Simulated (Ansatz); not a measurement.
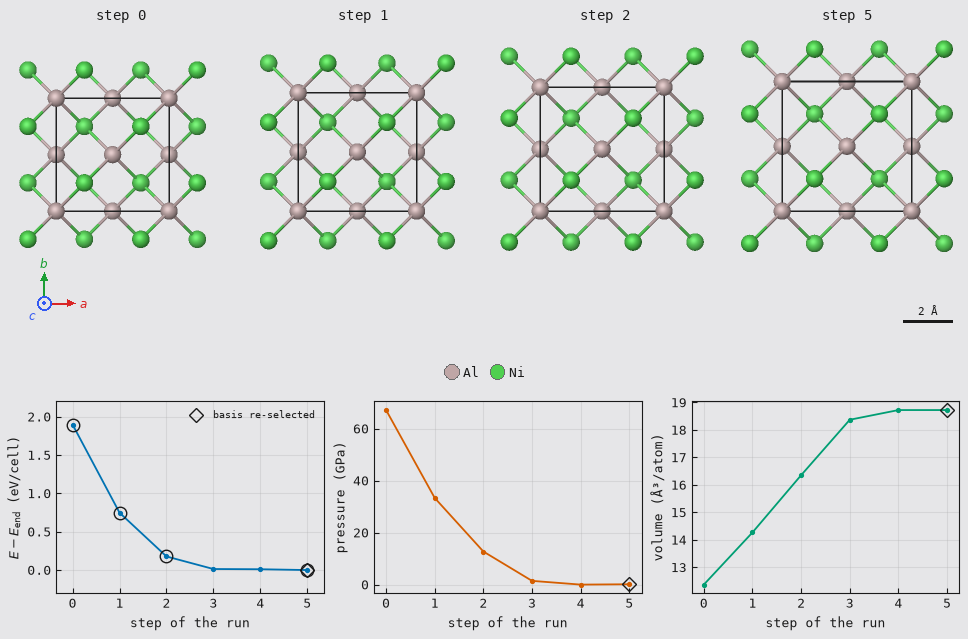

Frames of a relaxation of a crystal of AlNi (built on the zinc blende_216 type) (coarse preliminary run), marked on the history of the run. Style: ball-and-stick. Shown: the conventional cell (4 times the calculation's cell), along the c axis. Lengths and directions refer to the drawn axes.

Case: zinc blende type (F-43m, No. 216).

These are results of Ansatz 0.2.0, DFT r2SCAN, scalar-relativistic, plane waves, PAW, not measurements.

The input:
```yaml
crystal:
  lattice:
    - [0.0, 2.3127756267, 2.3127756267]
    - [2.3127756267, 0.0, 2.3127756267]
    - [2.3127756267, 2.3127756267, 0.0]
  atoms:
    - { symbol: Al, position: [0.0, 0.0, 0.0] }
    - { symbol: Ni, position: [0.75, 0.75, 0.75] }
basis:
  ecutwfc: 500
kpoints:
  mp_grid: { grid: [6, 6, 6] }
hamiltonian:
  xc: r2scan
scf:
  occupations: { method: gaussian, width: 0.1 }
  lower_state_search: "off"
output:
  forces: true
  stress: true
  eigenvalues: true
relax:
  adjacent_minimum: "off"
  f_tol: 0.04
  max_steps: 70
  cell: { stress_tol: 0.4 }
```

Run as
```bash
ansatz run input.yaml --threads 1 --pin off --max-ram 3072MiB --backend cpu --events-out ev --progress --plain --runs-dir out
```

**What happens along the run?**

After 4 accepted moves (5 points after the start) the energy has fallen by 1.897 eV per cell of the calculation. All forces vanish by symmetry, so only the cell relaxes. Pressure: 67.16 GPa at the start and 0.13 GPa at the end. The SCF was repeated once at an unchanged geometry on a basis and grid sized afresh for the cell, which shifted the energy by 10.7 meV per cell of the calculation at most. No atom moves by more than 0.005 Å relative to the cell. The volume changes by +51.4 %, with a = b = c 4.626 → 5.311 Å (+14.8 %). Some distances before and after: Al1–Ni2 2.003 → 2.300 Å. The space group stays F-43m (No. 216). The run took 17 s on 1 thread of Arm Neoverse V2 (shared host), peak memory 0.41 GiB. From step 0 to 1: volume +15.3 %, energy −1.150 eV per cell of the calculation. From step 1 to 2: volume +14.6 %, energy −0.570 eV per cell of the calculation. From step 2 to 5: volume +14.5 %, energy −0.177 eV per cell of the calculation.

| step | E − E(0), meV/atom | pressure, GPa | volume, Å³/atom | note |
| --- | --- | --- | --- | --- |
| 0 | 0.00 | 67.16 | 12.371 |  |
| 1 | -574.84 | 33.33 | 14.270 |  |
| 2 | -860.04 | 12.73 | 16.354 |  |
| 3 | -941.97 | 1.44 | 18.372 |  |
| 4 | -943.38 | 0.00 | 18.724 |  |
| 5 | -948.70 | 0.13 | 18.724 | same geometry, new basis |
